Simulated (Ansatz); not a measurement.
# One shape, several levels: C5H8O2 (methyl methacrylate)

Wanted: a comparison of 4 runs (HF/3-21G, B3LYP/6-31G*, PBE0/def2-SVP, CCSD(T)/6-31G) of C5H8O2 (methyl methacrylate). 

The calculation is run with Ansatz 0.2.0.

4 further runs of the same task are left out: 4 set aside as unsound or not needed. Runs told in other sessions of the task aren't counted.

### Step 1. Starting point

C5H8O2 has 15 atoms, charge 0, and is taken as a singlet. As SMILES, `C=C(C)C(=O)OC`. The shape is that of a PBE0-D4/def2-TZVP optimisation. This is one conformer, not always the lowest.

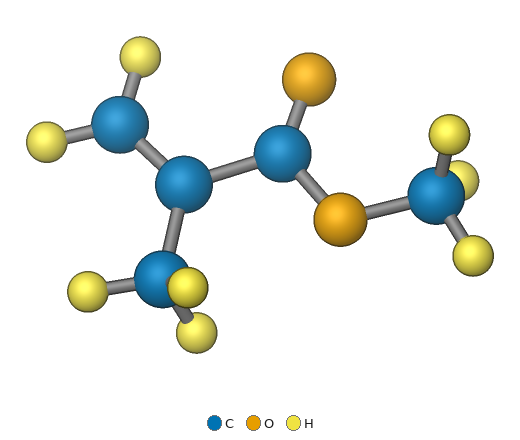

Viewed from a chosen angle; carbon blue, oxygen amber, hydrogen yellow.

### Step 2. Energy and gradient at HF/3-21G (run 1)

File molecule.yaml:

```yaml
crystal:
  periodic: [false, false, false]
  atoms:
    - {symbol: C, position_ang: [-2.115470, 0.766080, 0.491160]}
    - {symbol: C, position_ang: [-0.980280, 0.074110, 0.472930]}
    - {symbol: C, position_ang: [-0.703860, -1.102000, 1.351370]}
    - {symbol: C, position_ang: [0.066050, 0.518890, -0.491900]}
    - {symbol: O, position_ang: [-0.031390, 1.446280, -1.252800]}
    - {symbol: O, position_ang: [1.161360, -0.251450, -0.416360]}
    - {symbol: C, position_ang: [2.212190, 0.104920, -1.305790]}
    - {symbol: H, position_ang: [-2.923090, 0.503830, 1.164690]}
    - {symbol: H, position_ang: [-2.251020, 1.610120, -0.173900]}
    - {symbol: H, position_ang: [-0.492270, -1.995320, 0.759000]}
    - {symbol: H, position_ang: [0.174660, -0.928530, 1.977370]}
    - {symbol: H, position_ang: [-1.558440, -1.305430, 1.997330]}
    - {symbol: H, position_ang: [1.876680, 0.039980, -2.341850]}
    - {symbol: H, position_ang: [3.014700, -0.605400, -1.119350]}
    - {symbol: H, position_ang: [2.550210, 1.123900, -1.111900]}
basis:
  gaussian:
    orbitals: 3-21G.json
accuracy: high
output:
  forces: true
  orbitals: {seedname: orbitals}
hamiltonian:
  xc: hf
```

The basis set 3-21G is read from a file made from the Basis Set Exchange's data (not shown).

Run with:

```sh
$ ansatz run molecule.yaml --threads 1 --pin off --max-ram 3480MiB --events-out events.jsonl --progress --plain --runs-dir runs
```

The program printed, cut to the lines that bear on the results:

```text
Warning: RAYON_NUM_THREADS=1 ignored (pool sized by the plan → 1); use --threads N
Functional definition: HF
  name "HF"
[...]
1919 factors; integrals over basis functions are off by at most 8.9e-9 eV
[...]
mean field -9300.93850110 eV, -341.8031855129 hartree, gradient 1.9e-8 eV, S^2 0.000000; 0 other end points of the search recorded, 0 dependent functions left out
[...]
reference -9300.93850110 eV, -341.8031855129 hartree; 27, 27 occupied and 52, 52 virtual orbitals, 1919 factors
Total energy: -9300.93850110 eV, -341.8031855129 hartree
Atom 0 at    -2.115470     0.766080     0.491160 Å, force     0.335370    -0.145931    -0.061270 eV/Å
Atom 1 at    -0.980280     0.074110     0.472930 Å, force    -0.777678     0.735703    -0.214937 eV/Å
Atom 2 at    -0.703860    -1.102000     1.351370 Å, force     0.319444    -0.613783     0.363372 eV/Å
Atom 3 at     0.066050     0.518890    -0.491900 Å, force    -0.937166    -0.297370     0.775148 eV/Å
Atom 4 at    -0.031390     1.446280    -1.252800 Å, force     0.099537     0.201898    -0.231421 eV/Å
Atom 5 at     1.161360    -0.251450    -0.416360 Å, force    -0.381865    -0.030538     0.236206 eV/Å
Atom 6 at     2.212190     0.104920    -1.305790 Å, force     1.370110     0.053399    -0.798760 eV/Å
Atom 7 at    -2.923090     0.503830     1.164690 Å, force     0.293932     0.166407    -0.306097 eV/Å
Atom 8 at    -2.251020     1.610120    -0.173900 Å, force    -0.007051    -0.328972     0.293067 eV/Å
Atom 9 at    -0.492270    -1.995320     0.759000 Å, force    -0.092537     0.271173     0.133723 eV/Å
Atom 10 at     0.174660    -0.928530     1.977370 Å, force    -0.262528    -0.000602    -0.177249 eV/Å
Atom 11 at    -1.558440    -1.305430     1.997330 Å, force     0.242506     0.051051    -0.177428 eV/Å
Atom 12 at     1.876680     0.039980    -2.341850 Å, force     0.165738     0.041137     0.367818 eV/Å
Atom 13 at     3.014700    -0.605400    -1.119350 Å, force    -0.272796     0.275642    -0.093678 eV/Å
Atom 14 at     2.550210     1.123900    -1.111900 Å, force    -0.095014    -0.379214    -0.108494 eV/Å
Dipole moment:     0.084786    -0.260311     0.182339 e Å
```

Run time: 3 s. Hardware: 1 thread of Arm Neoverse V2, shared host; peak memory 0.23 GiB.

### Step 3. Energy and forces at B3LYP/6-31G(d) (spherical functions) (run 2)

File job.yaml:

```yaml
crystal:
  periodic: [false, false, false]
  atoms:
    - symbol: C
      position_ang: [-2.115470, 0.766080, 0.491160]
    - symbol: C
      position_ang: [-0.980280, 0.074110, 0.472930]
    - symbol: C
      position_ang: [-0.703860, -1.102000, 1.351370]
    - symbol: C
      position_ang: [0.066050, 0.518890, -0.491900]
    - symbol: O
      position_ang: [-0.031390, 1.446280, -1.252800]
    - symbol: O
      position_ang: [1.161360, -0.251450, -0.416360]
    - symbol: C
      position_ang: [2.212190, 0.104920, -1.305790]
    - symbol: H
      position_ang: [-2.923090, 0.503830, 1.164690]
    - symbol: H
      position_ang: [-2.251020, 1.610120, -0.173900]
    - symbol: H
      position_ang: [-0.492270, -1.995320, 0.759000]
    - symbol: H
      position_ang: [0.174660, -0.928530, 1.977370]
    - symbol: H
      position_ang: [-1.558440, -1.305430, 1.997330]
    - symbol: H
      position_ang: [1.876680, 0.039980, -2.341850]
    - symbol: H
      position_ang: [3.014700, -0.605400, -1.119350]
    - symbol: H
      position_ang: [2.550210, 1.123900, -1.111900]
basis:
  gaussian: {orbitals: 6-31G_st_-spherical.json}
hamiltonian: {xc: {name: B3LYP}}
accuracy: high
output: {forces: true, orbitals: {seedname: orbitals}}
```

The basis set 6-31G* is read from a file made from the Basis Set Exchange's data (not shown).

Run with:

```sh
$ ansatz run job.yaml --threads 1 --pin off --max-ram 3480MiB --events-out events.jsonl --progress --plain --runs-dir runs
```

The program printed, cut to the lines that bear on the results:

```text
Warning: RAYON_NUM_THREADS=1 ignored (pool sized by the plan → 1); use --threads N
Functional definition: B3LYP
  name "B3LYP"
[...]
2852 factors; integrals over basis functions are off by at most 1.0e-8 eV
[...]
mean field -9409.14004025 eV, -345.7795187349 hartree, gradient 9.0e-8 eV, S^2 0.000000; 0 other end points of the search recorded, 0 dependent functions left out
[...]
reference -9409.14007979 eV, -345.7795201881 hartree; 27, 27 occupied and 87, 87 virtual orbitals, 2852 factors
Total energy: -9409.14007979 eV, -345.7795201881 hartree
Atom 0 at    -2.115470     0.766080     0.491160 Å, force    -0.373852     0.230392     0.000719 eV/Å
Atom 1 at    -0.980280     0.074110     0.472930 Å, force     0.195101    -0.047119    -0.065052 eV/Å
Atom 2 at    -0.703860    -1.102000     1.351370 Å, force     0.037327    -0.169468     0.128857 eV/Å
[...]
Atom 5 at     1.161360    -0.251450    -0.416360 Å, force     0.264119    -0.428719     0.231561 eV/Å
Atom 6 at     2.212190     0.104920    -1.305790 Å, force     0.236182     0.043669    -0.167870 eV/Å
Atom 7 at    -2.923090     0.503830     1.164690 Å, force    -0.097997     0.015810     0.040861 eV/Å
Atom 8 at    -2.251020     1.610120    -0.173900 Å, force    -0.058337     0.065704    -0.024786 eV/Å
Atom 9 at    -0.492270    -1.995320     0.759000 Å, force     0.022062    -0.122420    -0.038025 eV/Å
Atom 10 at     0.174660    -0.928530     1.977370 Å, force     0.092362    -0.009808     0.090189 eV/Å
Atom 11 at    -1.558440    -1.305430     1.997330 Å, force    -0.081165    -0.057625     0.095095 eV/Å
Atom 12 at     1.876680     0.039980    -2.341850 Å, force    -0.012217    -0.001808    -0.101564 eV/Å
Atom 13 at     3.014700    -0.605400    -1.119350 Å, force     0.081647    -0.067635     0.014617 eV/Å
Atom 14 at     2.550210     1.123900    -1.111900 Å, force     0.045798     0.091171     0.004432 eV/Å
Dipole moment:     0.129333    -0.293244     0.186657 e Å
```

It took 20 s on 1 thread of Arm Neoverse V2, shared host; peak memory 0.5 GiB.

Run 3 isn't shown in full; the table further down has it.

### Step 4. Energy and forces at CCSD(T)/6-31G (run 4)

File job.yaml:

```yaml
crystal:
  periodic: [false, false, false]
  atoms:
    - {symbol: C, position_ang: [-2.115470, 0.766080, 0.491160]}
    - {symbol: C, position_ang: [-0.980280, 0.074110, 0.472930]}
    - {symbol: C, position_ang: [-0.703860, -1.102000, 1.351370]}
    - {symbol: C, position_ang: [0.066050, 0.518890, -0.491900]}
    - {symbol: O, position_ang: [-0.031390, 1.446280, -1.252800]}
    - {symbol: O, position_ang: [1.161360, -0.251450, -0.416360]}
    - {symbol: C, position_ang: [2.212190, 0.104920, -1.305790]}
    - {symbol: H, position_ang: [-2.923090, 0.503830, 1.164690]}
    - {symbol: H, position_ang: [-2.251020, 1.610120, -0.173900]}
    - {symbol: H, position_ang: [-0.492270, -1.995320, 0.759000]}
    - {symbol: H, position_ang: [0.174660, -0.928530, 1.977370]}
    - {symbol: H, position_ang: [-1.558440, -1.305430, 1.997330]}
    - {symbol: H, position_ang: [1.876680, 0.039980, -2.341850]}
    - {symbol: H, position_ang: [3.014700, -0.605400, -1.119350]}
    - {symbol: H, position_ang: [2.550210, 1.123900, -1.111900]}
basis:
  gaussian: {orbitals: 6-31G}
output: {forces: true, orbitals: {seedname: orbitals}}
correlation: {method: ccsd_t, frozen_orbitals: {C: 1, H: 0, O: 1}}
accuracy: high
scf: {omitted_lower_state_checks: [cluster_reference, increment]}
```

Run with:

```sh
$ ansatz run job.yaml --threads 1 --pin off --max-ram 3480MiB --events-out events.jsonl --progress --plain --runs-dir runs
```

The program printed:

```text
Warning: RAYON_NUM_THREADS=1 ignored (pool sized by the plan → 1); use --threads N
[... 12 lines left out ...]
7 core orbitals not correlated: weight in the atoms' cores, before any rotation towards them, 1.000 or more for the frozen orbitals, at most 0.000 for the correlated occupied ones
[... 25 lines left out ...]
Total energy: -9369.32222562 eV, -344.3162410368 hartree
[... 15 lines left out ...]
Dipole moment:     0.145118    -0.259704     0.148566 e Å
Checks for a lower state left out: cluster_reference, increment
```

It took 1.9 min on 1 thread of Arm Neoverse V2, shared host; peak memory 0.76 GiB.

### Step 5. Overview of the runs

```tsv
run	level	frozen core orbitals	energy (Eh)	dipole moment (D)	HOMO energy (eV)	LUMO energy (eV)	wall time
1	HF/3-21G	–	-341.803186	1.58	-10.14	3.20	3 s
2	B3LYP/6-31G* (spherical functions)	–	-345.779520	1.78	-7.22	-0.91	20 s
3	PBE0/def2-SVP	–	-345.136480	1.81	-7.67	-0.96	25 s
4	CCSD(T)/6-31G	7	-344.316241	1.60	-10.14	2.93	1.9 min
```

### Step 6. Summary of results

```
                                          quantity          value
                               run 4: total energy  -344.31624 Eh
         run 4: dipole moment (correlated density)         1.60 D
        run 4: HOMO energy (Hartree–Fock orbitals)      -10.14 eV
        run 4: LUMO energy (Hartree–Fock orbitals)        2.93 eV
      run 4: HOMO–LUMO gap (Hartree–Fock orbitals)       13.07 eV
run 4: correlation energy (7 core orbitals frozen)     -757.5 mEh
                             run 4: (T) correction     -22.24 mEh
                              run 4: T1 diagnostic          0.014
                   run 4: largest force on an atom     4.287 eV/Å
```

The dipole moment (its size) runs from 1.58 D (HF/3-21G) to 1.81 D (PBE0/def2-SVP). The two ends differ in method and basis. Over runs 1, 2, 3 the HOMO–LUMO gap runs from 6.31 eV (B3LYP/6-31G*) to 13.35 eV (HF/3-21G). Totals of different functionals can't be ranked against each other. In run 4 the log says that unrestricted orbitals would lower the reference, so the values rest on an unstable closed-shell determinant (other closed-shell runs at this shape may share the fault). All runs together took 2.7 min, the longest 1.9 min.
